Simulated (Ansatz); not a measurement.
# Geometry relaxation, with input and output: HfO₂ (part 2 of 2)

Continued. System: HfO₂ (6 atoms in the cell). Method: DFT PBE, scalar-relativistic, plane waves, PAW, PAW set soft_1, no spin polarisation (Ansatz 0.2.0); cutoff 520 eV, 6×6×8 k-mesh, Gaussian smearing of 0.02 eV. The structure derives from a Materials Project entry.

Geometry of the input (Å; fractional positions):
```
4.8805  0.0000  0.0000
0.0000  4.8805  0.0000
0.0000  0.0000  3.2397
Hf 0.0000  0.0000  0.0000
Hf 0.5000  0.5000  0.5000
O  0.1949  0.8051  0.5000
O  0.3051  0.3051  0.0000
O  0.6949  0.6949  0.0000
O  0.8051  0.1949  0.5000
```

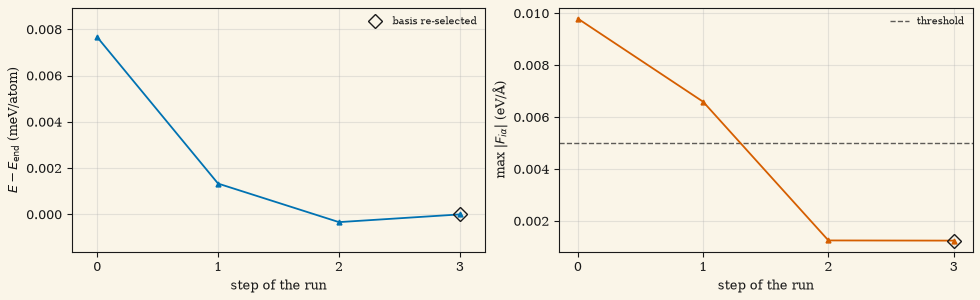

Fig. 1: Progress of the relaxation, step by step (the first geometry is step 0 here and step 1 in the log). After 2 geometry steps the energy has fallen by next to nothing (0.0 meV per atom). Largest force component: 0.0098 eV/Å at the start, 0.0012 eV/Å at the end. The pressure goes from −0.08 to 0.01 GPa. The atoms keep their places relative to the cell (all moves are under 0.005 Å). The space group stays P4_2/mnm (No. 136). A last SCF at the same geometry on a re-selected plane-wave basis shifts the energy by +0.0 meV per atom. (Atoms are counted from 1 in the order of the input.)

```
basis re-selected at this cell: Δ(F+E_penalty+E_count) = +1.904e-6 eV, ΔP = +0.000 GPa vs the last step (what re-selecting the basis moved, of the pressure what is left beyond the Pulay correction that the steps carried, after the strain that the cell walked since its last selection, with what the two solves' SCF thresholds leave and, on support functions, any second-order correction that the steps lacked; it is no measure of the basis error at this ecutwfc). This SCF's stress stands 1.15e-2 GPa from its target on what of the cell is left free (relax.cell.stress_tol is 5.00e-2 GPa) and its largest allowed force component is 1.25e-3 eV/Å (relax.f_tol is 5.00e-3 eV/Å): within both
SCF converged after 5 iterations
Free energy (F): -33724.915380 eV
Harris-Foulkes:  -33724.915380 eV  (|F-HF|=7.28e-12)
Internal energy: -33724.915380 eV  (E = F + TS)
E sigma→0 (E₀):  -33724.915380 eV
Fermi energy:    12.941540 eV
--- Per-component energies (eV) ---
  E_band       = -238.071818
  E_kinetic    = 1480.007132
  E_local      = -15649.190910  (includes V_loc(G=0)·N_el)
  E_nonlocal   = 339.389286
  E_hartree    = 7383.521010
  E_xc         = -817.504128
  E_vxc        = -872.405186  (∫ρ·V_xc dr)
  E_paw        = -16052.338073  (= ΣΔE_a)
  E_vpaw       = -302.915074  (= ΣTr[D̂ρ^β])
  E_aug_tail   = 0.000953  (compensation charges beyond the density's cutoff)
  E_ewald      = -10408.800649
  E_smearing   = -0.000000  (= −TS)
  E_closure    = 0.000000  (closes the sum)
  Σ components = -33724.915380   (vs F -33724.915380, Δ=0.00e0)
--- Forces (eV/Å), atoms counted from 1 ---
  atom   1  Hf    -0.00000000     0.00000000     0.00000000
  atom   2  Hf     0.00000000     0.00000000     0.00000000
  atom   3  O     -0.00124546     0.00124546     0.00000000
  atom   4  O      0.00124546     0.00124546     0.00000000
  atom   5  O     -0.00124546    -0.00124546     0.00000000
  atom   6  O      0.00124546    -0.00124546     0.00000000
  max |Σ_I F_I| component: 1.73e-18 eV/Å
--- Stress (GPa, compression-positive) ---
        0.011471       0.000000       0.000000
        0.000000       0.011471       0.000000
        0.000000       0.000000       0.006138
  P = ⅓ Tr σ = 0.0097 GPa (0.097 kbar)
--- Band table (eV; the first three rows and the last of 50) ---
  k-point 0: bands = ["-49.5526", "-49.5446", "-18.4432", "-18.4432", "-18.1846", "-18.1846", "-18.0697", "-18.0166", "-6.5405", "-5.7858", "-4.7893", "-4.7893", "0.5750", "0.5750", "0.5825", "0.6077", "0.6077", "0.6122", "0.6122", "0.6122", "0.6355", "0.6414", "0.6593", "0.6625", "0.7444", "0.7444", "5.6023", "6.1267", "6.8518", "7.5668", "7.5668", "9.2046", "9.2046", "9.4341", "10.3334", "10.5817", "10.5817", "10.9900", "14.8931", "15.0849", "16.1257", "16.4841", "16.4841", "17.0226", "18.6520", "19.0411"]
  k-point 1: bands = ["-49.5496", "-49.5422", "-18.4199", "-18.4199", "-18.1828", "-18.1828", "-18.1539", "-18.1068", "-6.3703", "-5.6654", "-4.8845", "-4.8845", "0.5789", "0.5789", "0.5878", "0.6104", "0.6104", "0.6123", "0.6123", "0.6128", "0.6331", "0.6380", "0.6539", "0.6575", "0.7315", "0.7315", "5.8499", "6.3122", "7.0092", "7.5429", "7.5429", "9.0013", "9.3900", "9.3900", "9.7972", "10.3889", "10.3889", "10.8964", "15.2027", "15.5462", "16.0163", "16.4346", "16.4346", "17.4013", "18.4433", "19.3204"]
  k-point 2: bands = ["-49.5423", "-49.5366", "-18.3596", "-18.3596", "-18.3500", "-18.3170", "-18.1817", "-18.1817", "-5.9489", "-5.3943", "-5.1109", "-5.1109", "0.5896", "0.5896", "0.6053", "0.6098", "0.6121", "0.6121", "0.6173", "0.6173", "0.6273", "0.6301", "0.6350", "0.6619", "0.7018", "0.7018", "6.4976", "6.7562", "7.4660", "7.5910", "7.5910", "8.1235", "8.7873", "9.7007", "9.7007", "9.9131", "9.9131", "10.5535", "15.8156", "15.8689", "16.3800", "16.5113", "16.5113", "17.8883", "18.4099", "19.9797"]
  k-point 49: bands = ["-49.5302", "-49.5302", "-18.6038", "-18.6038", "-18.2346", "-18.2346", "-18.2244", "-18.2244", "-5.4759", "-5.4759", "-5.1177", "-5.1177", "0.6059", "0.6059", "0.6110", "0.6110", "0.6137", "0.6137", "0.6211", "0.6211", "0.6235", "0.6235", "0.6583", "0.6583", "0.6688", "0.6688", "6.9772", "6.9772", "7.1382", "7.1382", "7.9845", "7.9845", "8.9878", "8.9878", "9.9774", "9.9774", "10.5083", "10.5083", "16.0346", "16.0346", "16.7087", "16.7087", "17.3060", "17.3060", "20.1203", "20.1203"]
--- Relaxed structure (3 steps of the walk, 3 accepted, 1 SCFs on fresh bases) ---
  F+E_penalty+E_count = -33724.91537977 eV   max|allowed force component| = 1.245e-3 eV/Å   (the final SCF, on the basis selected at the relaxed cell)
  cell:  # Å, volume = 77.1468 Å³
    - [4.881215060220672, -6.899365198960075e-36, 0.0]
    - [-6.899365198960075e-36, 4.881215060220672, 0.0]
    - [0.0, 0.0, 3.237889615558298]
  atoms:
    - { symbol: Hf, position: [3.239697687391972e-21, -2.3140697767085457e-21, 0.0] }
    - { symbol: Hf, position: [0.5, 0.5, 0.5] }
    - { symbol: O, position: [0.1948161092301532, 0.8051838907698468, 0.5] }
    - { symbol: O, position: [0.30518389076984676, 0.30518389076984676, 0.0] }
    - { symbol: O, position: [0.6948161092301532, 0.6948161092301532, 0.0] }
    - { symbol: O, position: [0.8051838907698468, 0.1948161092301532, 0.5] }
```

Trajectory as extended XYZ (Å, eV, eV/Å), 4 frames, from step=1 to step=4
```
6
Lattice="4.8805 0.0000 0.0000 0.0000 4.8805 0.0000 0.0000 0.0000 3.2397" Properties=species:S:1:pos:R:3:forces:R:3 step=1 energy=-33724.91533 pressure_GPa=-0.08
Hf    0.0000    0.0000    0.0000    0.0000   0.0000   0.0000
Hf    2.4402    2.4402    1.6199    0.0000   0.0000   0.0000
O     0.9511    3.9294    1.6199   -0.0098   0.0098   0.0000
O     1.4892    1.4892    0.0000    0.0098   0.0098   0.0000
O     3.3913    3.3913    0.0000   -0.0098  -0.0098   0.0000
O     3.9294    0.9511    1.6199    0.0098  -0.0098   0.0000
6
Lattice="4.8814 0.0000 0.0000 0.0000 4.8814 0.0000 0.0000 0.0000 3.2374" Properties=species:S:1:pos:R:3:forces:R:3 step=2 energy=-33724.91537 pressure_GPa=0.02
Hf    0.0000    0.0000    0.0000    0.0000   0.0000   0.0000
Hf    2.4407    2.4407    1.6187    0.0000   0.0000   0.0000
O     0.9513    3.9301    1.6187   -0.0066   0.0066   0.0000
O     1.4894    1.4894    0.0000    0.0066   0.0066   0.0000
O     3.3920    3.3920    0.0000   -0.0066  -0.0066   0.0000
O     3.9301    0.9513    1.6187    0.0066  -0.0066   0.0000
6
Lattice="4.8812 0.0000 0.0000 0.0000 4.8812 0.0000 0.0000 0.0000 3.2379" Properties=species:S:1:pos:R:3:forces:R:3 step=3 energy=-33724.91538 pressure_GPa=0.01
Hf    0.0000    0.0000    0.0000    0.0000   0.0000   0.0000
Hf    2.4406    2.4406    1.6189    0.0000   0.0000   0.0000
O     0.9509    3.9303    1.6189   -0.0013   0.0013   0.0000
O     1.4897    1.4897    0.0000    0.0013   0.0013   0.0000
O     3.3915    3.3915    0.0000   -0.0013  -0.0013   0.0000
O     3.9303    0.9509    1.6189    0.0013  -0.0013   0.0000
6
Lattice="4.8812 0.0000 0.0000 0.0000 4.8812 0.0000 0.0000 0.0000 3.2379" Properties=species:S:1:pos:R:3:forces:R:3 step=4 energy=-33724.91538 pressure_GPa=0.01
Hf    0.0000    0.0000    0.0000    0.0000   0.0000   0.0000
Hf    2.4406    2.4406    1.6189    0.0000   0.0000   0.0000
O     0.9509    3.9303    1.6189   -0.0012   0.0012   0.0000
O     1.4897    1.4897    0.0000    0.0012   0.0012   0.0000
O     3.3915    3.3915    0.0000   -0.0012  -0.0012   0.0000
O     3.9303    0.9509    1.6189    0.0012  -0.0012   0.0000
```

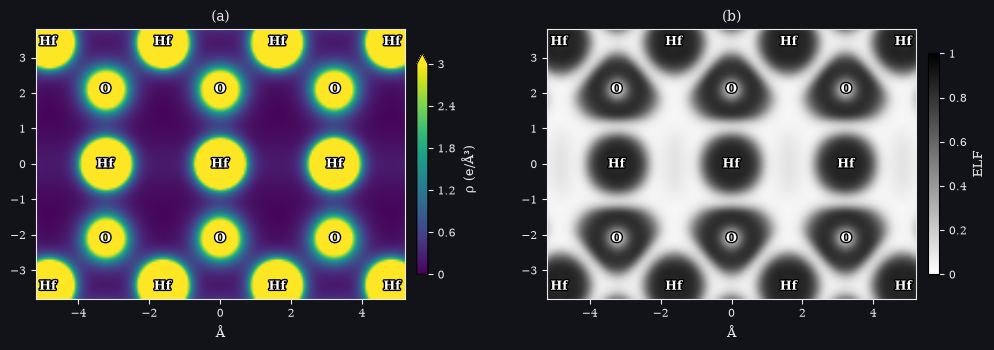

Fig. 2: (a) valence charge density (pseudo); (b) ELF on the (11̄0) plane of the conventional cell. Hf–O (2.11 Å): the density is about 0.65 e/Å³ at the midpoint; the ELF peaks at about 0.80 in the valence shell of O, 0.6 Å from its nucleus, and drops to about 0.20 between the two atoms. Away from the nuclei the density in this plane falls to 0.05 e/Å³ at its lowest. The strong features right at Hf lie inside the PAW spheres (semicore, d or f shells) and say nothing about bonding. In a PAW calculation such maps are meaningful between the atoms, not at the nuclei.
